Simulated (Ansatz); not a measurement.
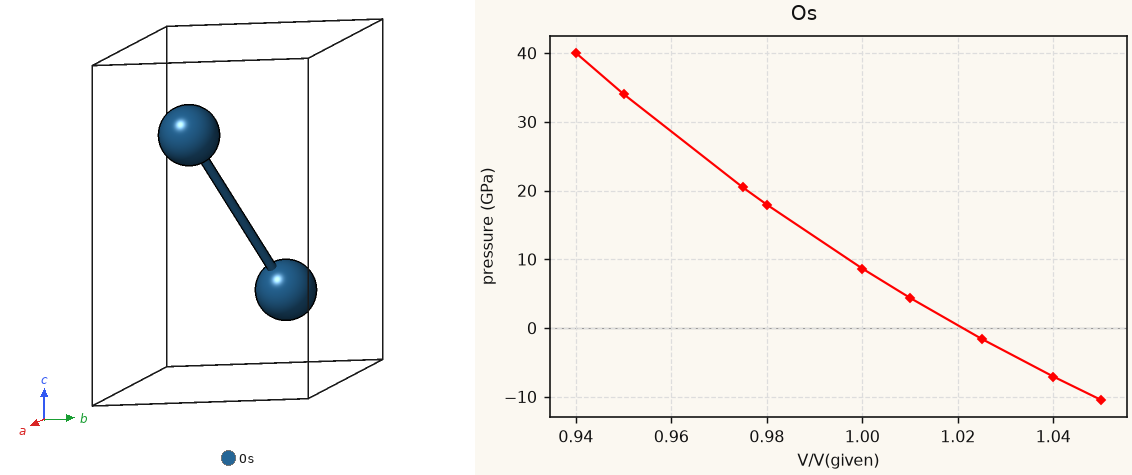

Plotted: pressure against V/V(given) for Os, space group P6_3/mmc (No. 194). The conventional cell is drawn beside the plot.

Starting cell:
```
CELL_PARAMETERS angstrom
2.73410 0.00000 0.00000
-1.36705 2.36780 0.00000
0.00000 0.00000 4.31970
ATOMIC_POSITIONS crystal
Os 0.33333 0.66667 0.25000
Os 0.66667 0.33333 0.75000
```

Computed with Ansatz 0.2.0: periodic Kohn-Sham DFT of a crystal at fixed atoms, scaled to the stated factor times the given cell; pressure positive in compression. Level: PBE.

```json
{"setting": "method", "value": "frozen-core PAW"}
{"setting": "relativity", "value": "scalar"}
{"setting": "k mesh", "value": "15×15×9"}
{"setting": "occupations", "value": "Fermi–Dirac"}
{"setting": "smearing width", "value": "0.05 eV"}
{"setting": "wave cutoff", "value": "420 eV"}
{"setting": "PAW set", "value": "soft_2"}
```

V(given) is 13.98 Å³/atom.

From this curve and the settings, what does the calculation give for the largest field gradient Vzz at the same points?

The largest field gradient Vzz rises from −6.363 1e21 V/m² at V/V(given) 0.940 to −5.544 1e21 V/m² at 1.050.

| V/V(given) | largest field gradient Vzz (1e21 V/m²) |
| --- | --- |
| 0.940 | −6.363 |
| 0.950 | −6.288 |
| 0.975 | −6.103 |
| 0.980 | −6.066 |
| 1.000 | −5.916 |
| 1.010 | −5.843 |
| 1.025 | −5.731 |
| 1.040 | −5.619 |
| 1.050 | −5.544 |

Note: field gradient without spin-orbit coupling on heavy atoms; no gap: field gradients move with the k mesh; no spin-orbit coupling on heavy atoms; shape and atomic fractions are frozen while scaling, which makes layered, chain and framework solids too stiff.
